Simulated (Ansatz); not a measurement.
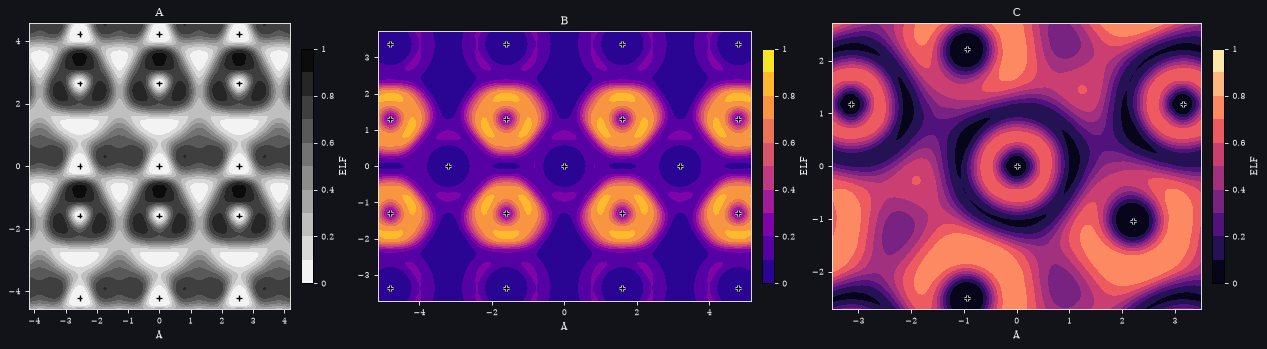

The electron localisation function of 3 systems, each on a plane through atoms (crosses mark nuclei in the plane).

Theory: DFT r2SCAN, scalar-relativistic, plane waves, PAW in Ansatz.

System 1: TiB, the (010) plane of the conventional cell. Space group Pnma; changed on purpose from its base cell (volume × 1.10, shape and atoms relaxed); computed pressure about −17 GPa in this cell; computed without spin polarisation.

System 2: BN, the (100) plane of the conventional cell. Space group P6₃mc; a structure from a database of computed crystals, not necessarily the ambient phase; computed pressure about −5 GPa in this cell.

```
CELL_PARAMETERS angstrom
2.55394 0.00000 0.00000
-1.27697 2.21178 0.00000
0.00000 0.00000 4.22685
ATOMIC_POSITIONS crystal
B 0.66667 0.33333 0.99972
B 0.33333 0.66667 0.49972
N 0.66667 0.33333 0.62528
N 0.33333 0.66667 0.12528
```

System 3: SnO$_{2}$, the (110) plane of the conventional cell. Space group P4₂/mnm.

```yaml
crystal:
  lattice:
    - [4.75979, 0.00000, 0.00000]
    - [0.00000, 4.75979, 0.00000]
    - [0.00000, 0.00000, 3.20071]
  atoms:
    - { symbol: Sn, position: [0.50000, 0.50000, 0.00000] }
    - { symbol: Sn, position: [0.00000, 0.00000, 0.50000] }
    - { symbol: O, position: [0.69408, 0.69408, 0.50000] }
    - { symbol: O, position: [0.80592, 0.19408, 0.00000] }
    - { symbol: O, position: [0.19408, 0.80592, 0.00000] }
    - { symbol: O, position: [0.30592, 0.30592, 0.50000] }
```

Match each panel to its system.

Answer. Panel A is system 2, BN: the plane holds B and N. B–N (1.58 Å): the ELF peaks at about 0.95 between the atoms, as expected for a polar covalent bond. Panel B is system 3, SnO$_{2}$: the plane holds Sn and O. Sn–O (2.06 Å): the ELF peaks at about 0.80 in the valence shell of O, 0.6 Å from its nucleus, and is about 0.25 at the midpoint; no shared electron pair shows on this line. Panel C is system 1, TiB: the plane holds Ti and B. Ti–B (2.41 Å): the ELF peaks at about 0.60 in the valence shell of B, 0.8 Å from its nucleus, and is about 0.20 at the midpoint.
